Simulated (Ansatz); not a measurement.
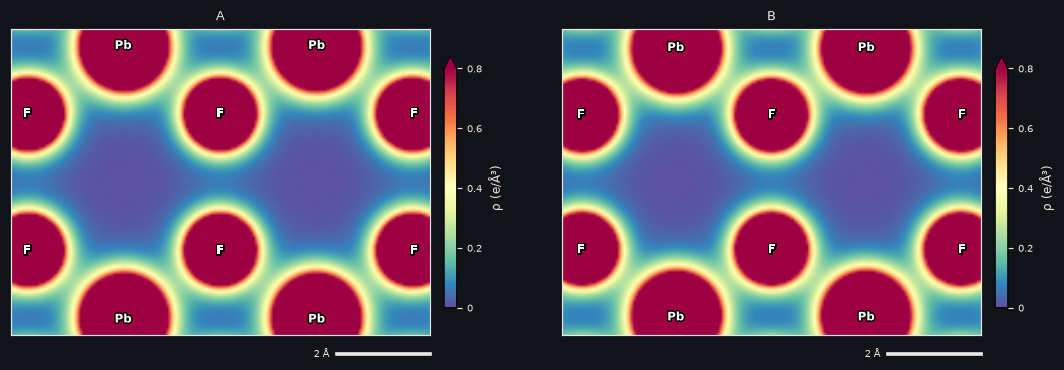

PbF2. The valence pseudo-density of two cells that differ in size, on the (11̄0) plane of each (indices in the axes of the calculation cell), at one length scale and on one colour scale: A has 16.7 Å³ an atom and B 15.9.

Space group Fm-3m.

Method: Ansatz, DFT r2SCAN, scalar-relativistic, plane waves, PAW.

Core electrons are frozen (PAW), and the valence fields are smoothed inside the atomic spheres.

The larger cell:

```
Pb F
1.0
     0.00000    2.92530    2.92530
     2.92530    0.00000    2.92530
     2.92530    2.92530    0.00000
Pb F
1 2
Direct
  0.00000 0.00000 0.00000
  0.25000 0.25000 0.25000
  0.75000 0.75000 0.75000
```

The smaller cell: a = 4.074 Å, b = 4.074 Å, c = 4.074 Å, α = 60.00°, β = 60.00°, γ = 60.00°.

What does the compression do to the bonding and the properties?

From the larger cell to the smaller, Pb–F goes from 2.53 to 2.49 Å, and the density at its midpoint from 0.26 to 0.29 e/Å³; the pressure goes from 3.0 to 8 GPa.
